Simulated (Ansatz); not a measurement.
## Electronic structure of Ti3Al7 (slab) in real space

The calculation's input:

```
crystal:
  lattice:
    - [3.8240007103, 0.0, 0.0]
    - [0.0, 3.8240007103, 0.0]
    - [0.0, 0.0, 23.5638300741]
  atoms:
    - { symbol: Ti, position: [0.5, 0.5, 0.3182844205] }
    - { symbol: Al, position: [0.0, 0.0, 0.3182844205] }
    - { symbol: Al, position: [0.0, 0.5, 0.4091422103] }
    - { symbol: Al, position: [0.5, 0.0, 0.4091422103] }
    - { symbol: Ti, position: [0.0, 0.0, 0.5] }
    - { symbol: Al, position: [0.5, 0.5, 0.5] }
    - { symbol: Al, position: [0.5, 0.0, 0.5908577897] }
    - { symbol: Al, position: [0.0, 0.5, 0.5908577897] }
    - { symbol: Ti, position: [0.5, 0.5, 0.6817155795] }
    - { symbol: Al, position: [0.0, 0.0, 0.6817155795] }
basis:
  ecutwfc: 500
kpoints:
  mp_grid: { grid: [9, 9, 1] }
hamiltonian:
  xc: r2scan
scf:
  occupations: { method: gaussian, width: 0.1 }
output:
  forces: true
  eigenvalues: true
  write_density: true
  write_potential: true
  elf: true
  volumetric_format: npy
relax:
  adjacent_minimum: "off"
  f_tol: 0.02
  max_steps: 60
efield:
  axis: 3
  dipole_correction: true
  ramp_width: 0.04
```

Command:

```sh
ansatz run input.yaml --threads 1 --pin off --max-ram 2560MiB --backend cpu --events-out ev --progress --plain --runs-dir out
```

The fields are those of the relaxed geometry.

Computed without spin polarisation.

All numbers below come from Ansatz 0.2.0, DFT r2SCAN, scalar-relativistic, plane waves, PAW.

The density is the valence pseudo-density of a PAW calculation; it isn't the true density close to the nuclei.

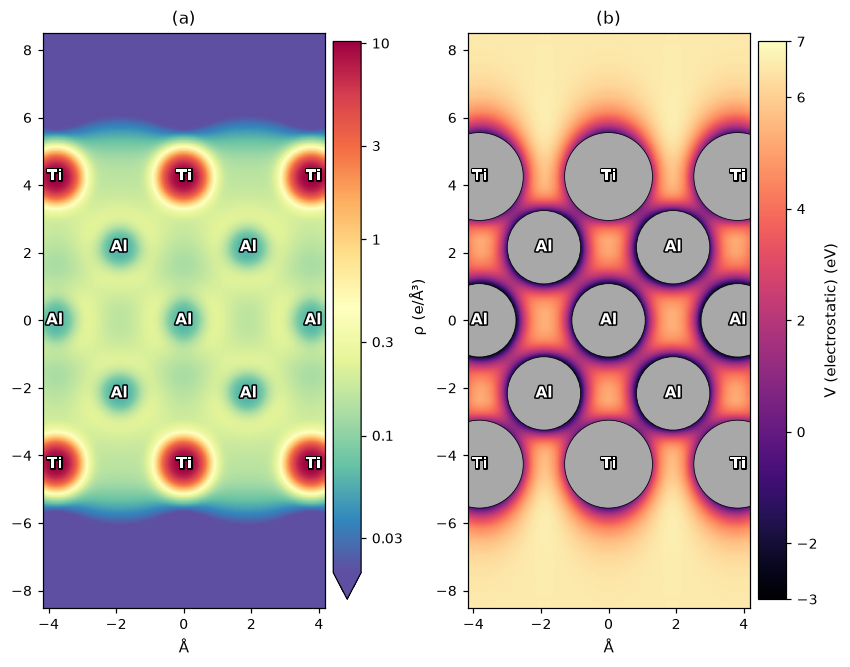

Figure 1. (a) valence charge density (pseudo); (b) electrostatic potential (local pseudopotential plus Hartree) felt by an electron on the (100) plane of the calculation cell, a cut from vacuum to vacuum. Grey discs cover the atomic cores in the potential map.

Question: What do the fields say about this system?

Answer: The plane passes through Ti and Al nuclei.
Ti–Al (2.83 Å): ρ at the midpoint is about 0.21 e/Å³.
Al–Al (2.89 Å): ρ at the midpoint is about 0.2 e/Å³.
The density dies away to nearly zero in the vacuum.
Outside the cores the potential energy rises away from the atoms and is highest in the vacuum; its zero is arbitrary.

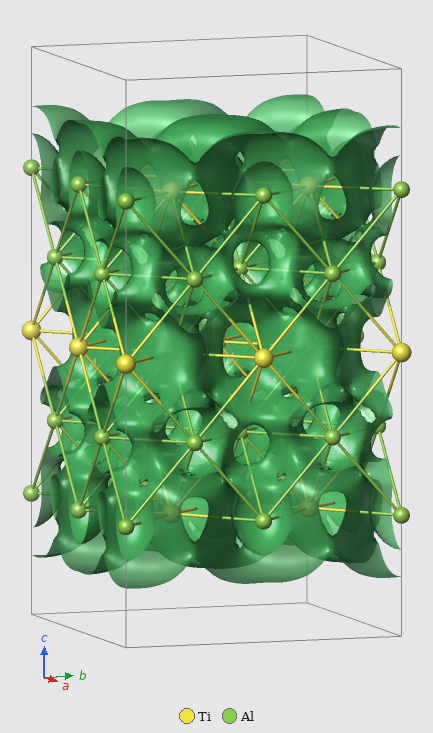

Figure 2. Isosurface of the ELF at 0.6 (green), seen slightly off an axis. Core shells and regions of very low density are left out. Sticks mark near contacts.

Question: Where are the electrons localised?

Answer: At this value the surface marks out sheets that run through the cell in two directions, counted in one cell of 10 atoms. Counts are for one cell; the picture repeats the cell along the surface. Along the contacts the grid gives the following. Al–Al (2.70 Å): the ELF peaks at about 0.70 between the atoms. Ti–Al (2.70 Å): the ELF is about 0.40 at the midpoint.

Question: Does the calculation make it a metal, or give it a gap?

Answer: It is gapless in this calculation (a metal or semimetal).
